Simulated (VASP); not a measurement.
## Run report: SnSe2, geometry relaxation (part 3 of 3)

SnSe2 (P-3m1, 3 atoms in the cell); Kohn-Sham DFT of a periodic cell, PBE with D3(BJ), VASP PAW PBE potentials, recommended, no spin polarisation (VASP 6.6.1); cutoff 600 eV, 12×12×4 k-mesh, fermi-dirac of 0.02 eV. The structure derives from an entry of the Crystallography Open Database.

Geometry of the input (Å; fractional positions):
```
3.8110  0.0000  0.0000
-1.9055  3.3004  0.0000
0.0000  0.0000  6.1360
Sn 0.0000  0.0000  0.0000
Se 0.3333  0.6667  0.2490
Se 0.6667  0.3333  0.7510
```

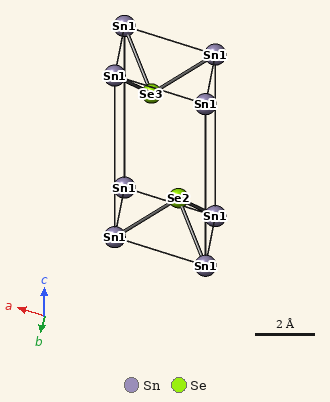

*The geometry at step 7 of the log (ball-and-stick view of the cell of the calculation, seen at an oblique angle; atoms are numbered from 1 in the order of the input).*

Parts of OUTCAR, continued:
```
 k-point     5 :       0.3333    0.0000    0.0000
  band No.  band energies     occupation
      1     -17.3404      2.00000
      2     -17.2840      2.00000
      3     -17.2758      2.00000
      4     -17.2475      2.00000
      5     -17.2429      2.00000
      6      -8.8394      2.00000
      7      -7.7668      2.00000
      8      -2.5822      2.00000
      9       0.0077      2.00000
     10       1.1050      2.00000
     11       1.8335      2.00000
     12       3.2733      2.00000
     13       3.7644      2.00000
     14       5.3954      0.00000
     15       7.8116      0.00000
     16       9.2206      0.00000
     17       9.5796      0.00000

 [... the levels of 18 k-points are left out ...]

 k-point    24 :       0.0000    0.1667    0.2500
  band No.  band energies     occupation
      1     -17.3159      2.00000
      2     -17.2961      2.00000
      3     -17.2649      2.00000
      4     -17.2592      2.00000
      5     -17.2563      2.00000
      6      -9.4535      2.00000
      7      -8.2141      2.00000
      8      -1.9895      2.00000
      9       1.6914      2.00000
     10       2.4015      2.00000
     11       2.7470      2.00000
     12       3.0399      2.00000
     13       3.7150      2.00000
     14       5.8882      0.00000
     15       8.1206      0.00000
     16       9.0498      0.00000
     17       9.1491      0.00000

 [... further k-points ...]

[... ionic steps 4 to 11 ...]

--------------------------------------- Ionic step       12  -------------------------------------------

 number of electron      25.9999996 magnetization

------------------------ aborting loop because EDIFF is reached ----------------------------------------

 Edisp (eV)   -1.09333

 E8    (eV) :    -0.4786

  FORCE on cell =-STRESS in cart. coord.  units (eV):
  Direction    XX          YY          ZZ          XY          YZ          ZX
  --------------------------------------------------------------------------------------
  -------------------------------------------------------------------------------------
  Total       0.01758     0.01758    -0.03854     0.00000     0.00000     0.00000
  in kB       0.36762     0.36762    -0.80577     0.00000     0.00000     0.00000
  external pressure =       -0.02 kB  Pullay stress =        0.00 kB

 VOLUME and BASIS-vectors are now :
 -----------------------------------------------------------------------------
  energy-cutoff  :      600.00
  volume of cell :       76.63
      direct lattice vectors                 reciprocal lattice vectors
     3.838826935 -0.000000000 -0.000000000     0.260496245  0.150397577 -0.000000000
    -1.919413468  3.324521647  0.000000000     0.000000000  0.300795154  0.000000000
     0.000000000 -0.000000000  6.004665043     0.000000000  0.000000000  0.166537183

 POSITION                                       TOTAL-FORCE (eV/Angst)
 -----------------------------------------------------------------------------------
      0.00000      0.00000      0.00000         0.000000      0.000000      0.000000
     -0.00000      2.21635      1.59771        -0.000000      0.000000     -0.015944
      1.91941      1.10817      4.40696         0.000000     -0.000000      0.015944
 -----------------------------------------------------------------------------------
    total drift:                                0.000000     -0.000000      0.000000

  FREE ENERGIE OF THE ION-ELECTRON SYSTEM (eV)
  ---------------------------------------------------
  free  energy   TOTEN  =       -12.8990905587 eV

  energy  without entropy=      -12.8990904507  energy(sigma->0) =      -12.89909050

--------------------------------------- Ionic step       13  -------------------------------------------

 number of electron      25.9999996 magnetization

------------------------ aborting loop because EDIFF is reached ----------------------------------------

 Edisp (eV)   -1.09312

 E8    (eV) :    -0.4785

  FORCE on cell =-STRESS in cart. coord.  units (eV):
  Direction    XX          YY          ZZ          XY          YZ          ZX
  --------------------------------------------------------------------------------------
  -------------------------------------------------------------------------------------
  Total       0.02033     0.02033     0.07481    -0.00000     0.00000     0.00000
  in kB       0.42496     0.42496     1.56389    -0.00000     0.00000     0.00000
  external pressure =        0.80 kB  Pullay stress =        0.00 kB

 VOLUME and BASIS-vectors are now :
 -----------------------------------------------------------------------------
  energy-cutoff  :      600.00
  volume of cell :       76.65
      direct lattice vectors                 reciprocal lattice vectors
     3.841913442 -0.000000000 -0.000000000     0.260286968  0.150276751 -0.000000000
    -1.920956721  3.327194640  0.000000000     0.000000000  0.300553502  0.000000000
     0.000000000 -0.000000000  5.995993721     0.000000000  0.000000000  0.166778027

 POSITION                                       TOTAL-FORCE (eV/Angst)
 -----------------------------------------------------------------------------------
      0.00000      0.00000      0.00000         0.000000     -0.000000      0.000000
     -0.00000      2.21813      1.59242         0.000000     -0.000000      0.023069
      1.92096      1.10906      4.40358        -0.000000      0.000000     -0.023069
 -----------------------------------------------------------------------------------
    total drift:                               -0.000000      0.000000     -0.000000

  FREE ENERGIE OF THE ION-ELECTRON SYSTEM (eV)
  ---------------------------------------------------
  free  energy   TOTEN  =       -12.8990771322 eV

  energy  without entropy=      -12.8990770221  energy(sigma->0) =      -12.89907708

--------------------------------------- Ionic step       14  -------------------------------------------

 number of electron      25.9999996 magnetization

 Free energy of the ion-electron system (eV)
  ---------------------------------------------------
  ext. energy  EPLUGINS =         0.00000000
  ---------------------------------------------------
  free energy    TOTEN  =       -11.80590066 eV

  energy without entropy =      -11.80590055  energy(sigma->0) =      -11.80590061

 E-fermi :   4.7019     XC(G=0):  -9.5718     alpha+bet :-10.3193

 val. band max:        4.4696095622   @ k =   0.0833   0.0833   0.0000
 cond. band min:       4.9329026720   @ k =   0.0000   0.4167   0.2500
 fundamental gap:      0.4632931099
 Fermi energy:         4.7018551362

 k-point     1 :       0.0000    0.0000    0.0000
  band No.  band energies     occupation
      1     -16.9601      2.00000
      2     -16.9601      2.00000
      3     -16.9262      2.00000
      4     -16.9150      2.00000
      5     -16.9150      2.00000
      6      -9.4993      2.00000
      7      -7.7938      2.00000
      8      -2.0601      2.00000
      9       3.7197      2.00000
     10       3.7197      2.00000
     11       3.8798      2.00000
     12       3.8798      2.00000
     13       4.3287      2.00000
     14       5.1314      0.00000
     15       7.3571      0.00000
     16       8.9213      0.00000
     17       8.9213      0.00000

 k-point     2 :       0.0833    0.0000    0.0000
  band No.  band energies     occupation
      1     -16.9626      2.00000
      2     -16.9576      2.00000
      3     -16.9244      2.00000
      4     -16.9167      2.00000
      5     -16.9148      2.00000
      6      -9.4332      2.00000
      7      -7.7531      2.00000
      8      -2.0320      2.00000
      9       2.8401      2.00000
     10       3.3572      2.00000
     11       3.5079      2.00000
     12       4.1047      2.00000
     13       4.4262      2.00000
     14       5.7935      0.00000
     15       7.7380      0.00000
     16       8.6591      0.00000
     17       9.0265      0.00000

 k-point     3 :       0.1667   -0.0000    0.0000
  band No.  band energies     occupation
      1     -16.9703      2.00000
      2     -16.9514      2.00000
      3     -16.9225      2.00000
      4     -16.9177      2.00000
      5     -16.9138      2.00000
      6      -9.2392      2.00000
      7      -7.6430      2.00000
      8      -1.9786      2.00000
      9       1.6820      2.00000
     10       2.7175      2.00000
     11       2.8772      2.00000
     12       4.2244      2.00000
     13       4.3676      2.00000
     14       6.4224      0.00000
     15       7.9777      0.00000
     16       8.9269      0.00000
     17       9.2506      0.00000

 k-point     4 :       0.2500    0.0000    0.0000
  band No.  band energies     occupation
      1     -16.9820      2.00000
      2     -16.9449      2.00000
      3     -16.9274      2.00000
      4     -16.9105      2.00000
      5     -16.9103      2.00000
      6      -8.9330      2.00000
      7      -7.5008      2.00000
      8      -2.0090      2.00000
      9       0.7820      2.00000
     10       1.9350      2.00000
     11       2.4292      2.00000
     12       4.0954      2.00000
     13       4.2156      2.00000
     14       6.2122      0.00000
     15       8.1021      0.00000
     16       9.4005      0.00000
     17       9.7367      0.00000

 k-point     5 :       0.3333    0.0000    0.0000
  band No.  band energies     occupation
      1     -16.9944      2.00000
      2     -16.9410      2.00000
      3     -16.9322      2.00000
      4     -16.9044      2.00000
      5     -16.9023      2.00000
      6      -8.5495      2.00000
      7      -7.3903      2.00000
      8      -2.2541      2.00000
      9       0.3343      2.00000
     10       1.3510      2.00000
     11       2.0743      2.00000
     12       3.5972      2.00000
     13       4.1499      2.00000
     14       5.8309      0.00000
     15       8.1049      0.00000
     16       9.4032      0.00000
     17       9.8513      0.00000

 [... the levels of 18 k-points are left out ...]

 k-point    24 :       0.0000    0.1667    0.2500
  band No.  band energies     occupation
      1     -16.9704      2.00000
      2     -16.9514      2.00000
      3     -16.9225      2.00000
      4     -16.9176      2.00000
      5     -16.9138      2.00000
      6      -9.1183      2.00000
      7      -7.8673      2.00000
      8      -1.6768      2.00000
      9       1.9727      2.00000
     10       2.6974      2.00000
     11       3.0527      2.00000
     12       3.5297      2.00000
     13       3.9475      2.00000
     14       6.0668      0.00000
     15       8.4620      0.00000
     16       9.3815      0.00000
     17       9.4891      0.00000

 [... further k-points ...]

------------------------ aborting loop because EDIFF is reached ----------------------------------------

 Edisp (eV)   -1.09323

 E8    (eV) :    -0.4785

  FORCE on cell =-STRESS in cart. coord.  units (eV):
  Direction    XX          YY          ZZ          XY          YZ          ZX
  --------------------------------------------------------------------------------------
  -------------------------------------------------------------------------------------
  Total       0.01485     0.01485     0.00546     0.00000    -0.00000     0.00000
  in kB       0.31050     0.31050     0.11422     0.00000    -0.00000     0.00000
  external pressure =        0.25 kB  Pullay stress =        0.00 kB

 VOLUME and BASIS-vectors are now :
 -----------------------------------------------------------------------------
  energy-cutoff  :      600.00
  volume of cell :       76.64
      direct lattice vectors                 reciprocal lattice vectors
     3.840236577 -0.000000000 -0.000000000     0.260400624  0.150342370 -0.000000000
    -1.920118289  3.325742432  0.000000000     0.000000000  0.300684740  0.000000000
     0.000000000 -0.000000000  6.000704754     0.000000000  0.000000000  0.166647092

 POSITION                                       TOTAL-FORCE (eV/Angst)
 -----------------------------------------------------------------------------------
      0.00000      0.00000      0.00000        -0.000000     -0.000000      0.000000
     -0.00000      2.21716      1.59529         0.000000     -0.000000      0.000990
      1.92012      1.10858      4.40541        -0.000000      0.000000     -0.000990
 -----------------------------------------------------------------------------------
    total drift:                                0.000000     -0.000000     -0.000000

  FREE ENERGIE OF THE ION-ELECTRON SYSTEM (eV)
  ---------------------------------------------------
  free  energy   TOTEN  =       -12.8991343935 eV

  energy  without entropy=      -12.8991342849  energy(sigma->0) =      -12.89913434

 reached required accuracy - stopping structural energy minimisation
```

CONTCAR:
```
SnSe2
   1.00000000000000
     3.8402365770829707   -0.0000000000000001   -0.0000000000000000
    -1.9201182885414854    3.3257424322730635    0.0000000000000000
     0.0000000000000001   -0.0000000000000001    6.0007047544815748
  Sn              Se
     1     2
Direct
     0.0000000000000000    0.0000000000000000    0.0000000000000000
     0.3333333332999970    0.6666666667000030    0.2658508952793221
     0.6666666667000030    0.3333333332999970    0.7341491047206778

  0.00000000E+00  0.00000000E+00  0.00000000E+00
  0.00000000E+00  0.00000000E+00  0.00000000E+00
  0.00000000E+00  0.00000000E+00  0.00000000E+00
```

Trajectory as extended XYZ (Å, eV, eV/Å), 14 frames, from step=0 to step=13:
```
3
Lattice="3.8110 0.0000 0.0000 -1.9055 3.3004 0.0000 0.0000 0.0000 6.1360" Properties=species:S:1:pos:R:3:forces:R:3 step=0 energy=-12.83070
Sn    0.0000    0.0000    0.0000    0.0000   0.0000   0.0000
Se    0.0000    2.2003    1.5279    0.0000   0.0000   0.8202
Se    1.9055    1.1001    4.6081    0.0000   0.0000  -0.8202
3
Lattice="3.8933 -0.0000 0.0000 -1.9466 3.3717 -0.0000 0.0000 0.0000 6.3419" Properties=species:S:1:pos:R:3:forces:R:3 step=1 energy=-12.85113
Sn    3.8933    0.0000    0.0000    0.0000   0.0000   0.0000
Se    0.0000    2.2478    1.6200    0.0000   0.0000  -0.2852
Se    1.9466    1.1239    4.7219    0.0000   0.0000   0.2852
3
Lattice="3.8564 -0.0000 0.0000 -1.9282 3.3397 -0.0000 0.0000 0.0000 6.2496" Properties=species:S:1:pos:R:3:forces:R:3 step=2 energy=-12.88260
Sn    0.0000    0.0000    0.0000    0.0000   0.0000   0.0000
Se    0.0000    2.2265    1.5790    0.0000   0.0000   0.1641
Se    1.9282    1.1132    4.6706    0.0000   0.0000  -0.1641
3
Lattice="3.8555 -0.0000 0.0000 -1.9277 3.3389 -0.0000 0.0000 0.0000 6.2473" Properties=species:S:1:pos:R:3:forces:R:3 step=3 energy=-12.88260
Sn    0.0000    0.0000    0.0000    0.0000   0.0000   0.0000
Se    0.0000    2.2260    1.5780    0.0000   0.0000   0.1762
Se    1.9277    1.1130    4.6694    0.0000   0.0000  -0.1762
3
Lattice="3.8408 -0.0000 0.0000 -1.9204 3.3262 -0.0000 -0.0000 -0.0000 6.2519" Properties=species:S:1:pos:R:3:forces:R:3 step=4 energy=-12.88669
Sn    1.9204    3.3262    6.2519    0.0000   0.0000   0.0000
Se    0.0000    2.2175    1.5875    0.0000   0.0000   0.1281
Se    1.9204    1.1087    4.6644    0.0000   0.0000  -0.1281
3
Lattice="3.8242 -0.0000 0.0000 -1.9121 3.3118 -0.0000 -0.0000 -0.0000 6.2571" Properties=species:S:1:pos:R:3:forces:R:3 step=5 energy=-12.88863
Sn    0.0000    0.0000    0.0000    0.0000   0.0000   0.0000
Se    0.0000    2.2079    1.5984    0.0000   0.0000   0.0726
Se    1.9121    1.1039    4.6587    0.0000   0.0000  -0.0726
3
Lattice="3.8215 -0.0000 0.0000 -1.9108 3.3096 -0.0000 -0.0000 -0.0000 6.2580" Properties=species:S:1:pos:R:3:forces:R:3 step=6 energy=-12.88866
Sn    1.9108    3.3096    6.2580    0.0000   0.0000   0.0000
Se    0.0000    2.2064    1.6001    0.0000   0.0000   0.0635
Se    1.9108    1.1032    4.6578    0.0000   0.0000  -0.0635
3
Lattice="3.8234 -0.0000 -0.0000 -1.9117 3.3112 -0.0000 0.0000 -0.0000 6.2302" Properties=species:S:1:pos:R:3:forces:R:3 step=7 energy=-12.89071
Sn    0.0000    0.0000    0.0000    0.0000   0.0000   0.0000
Se    0.0000    2.2075    1.6001    0.0000   0.0000   0.0542
Se    1.9117    1.1037    4.6302    0.0000   0.0000  -0.0542
3
Lattice="3.8291 -0.0000 -0.0000 -1.9146 3.3161 0.0000 0.0000 -0.0000 6.1470" Properties=species:S:1:pos:R:3:forces:R:3 step=8 energy=-12.89560
Sn    1.9146    3.3161    6.1470    0.0000   0.0000   0.0000
Se    0.0000    2.2107    1.5996    0.0000   0.0000   0.0277
Se    1.9146    1.1054    4.5474    0.0000   0.0000  -0.0277
3
Lattice="3.8405 -0.0000 -0.0000 -1.9202 3.3259 0.0000 0.0000 -0.0000 5.9805" Properties=species:S:1:pos:R:3:forces:R:3 step=9 energy=-12.89898
Sn    0.0000    0.0000    0.0000    0.0000   0.0000   0.0000
Se    0.0000    2.2173    1.5974    0.0000   0.0000  -0.0234
Se    1.9202    1.1086    4.3831    0.0000   0.0000   0.0234
3
Lattice="3.8383 -0.0000 -0.0000 -1.9191 3.3240 0.0000 0.0000 -0.0000 6.0127" Properties=species:S:1:pos:R:3:forces:R:3 step=10 energy=-12.89908
Sn    0.0000    0.0000    0.0000    0.0000   0.0000   0.0000
Se    0.0000    2.2160    1.5978    0.0000   0.0000  -0.0134
Se    1.9191    1.1080    4.4149    0.0000   0.0000   0.0134
3
Lattice="3.8388 -0.0000 -0.0000 -1.9194 3.3245 0.0000 0.0000 -0.0000 6.0047" Properties=species:S:1:pos:R:3:forces:R:3 step=11 energy=-12.89909
Sn    0.0000    0.0000    0.0000    0.0000   0.0000   0.0000
Se    0.0000    2.2163    1.5977    0.0000   0.0000  -0.0159
Se    1.9194    1.1082    4.4070    0.0000   0.0000   0.0159
3
Lattice="3.8419 -0.0000 -0.0000 -1.9210 3.3272 0.0000 0.0000 -0.0000 5.9960" Properties=species:S:1:pos:R:3:forces:R:3 step=12 energy=-12.89908
Sn    0.0000    0.0000    0.0000    0.0000   0.0000   0.0000
Se    0.0000    2.2181    1.5924    0.0000   0.0000   0.0231
Se    1.9210    1.1091    4.4036    0.0000   0.0000  -0.0231
3
Lattice="3.8402 -0.0000 -0.0000 -1.9201 3.3257 0.0000 0.0000 -0.0000 6.0007" Properties=species:S:1:pos:R:3:forces:R:3 step=13 energy=-12.89913
Sn    0.0000    0.0000    0.0000    0.0000   0.0000   0.0000
Se    0.0000    2.2172    1.5953    0.0000   0.0000   0.0010
Se    1.9201    1.1086    4.4054    0.0000   0.0000  -0.0010
```

Results in brief:

```csv
quantity,value
outcome,converged
space group (tolerance 0.01 Å),P-3m1 (164)
electrons treated,26
free energy,−12.8991 eV
dispersion energy,−1.0932 eV
gap on the k-point mesh,0.46 eV
pressure,0.02 GPa
final volume,76.64 Å³
largest force (length of the vector) at the end,0.001 eV/Å
final cell,"a = 3.840 Å, b = 3.840 Å, c = 6.001 Å, α = 90.00°, β = 90.00°, γ = 120.00°"
wall time,7.1 min
peak memory,0.29 GiB
```
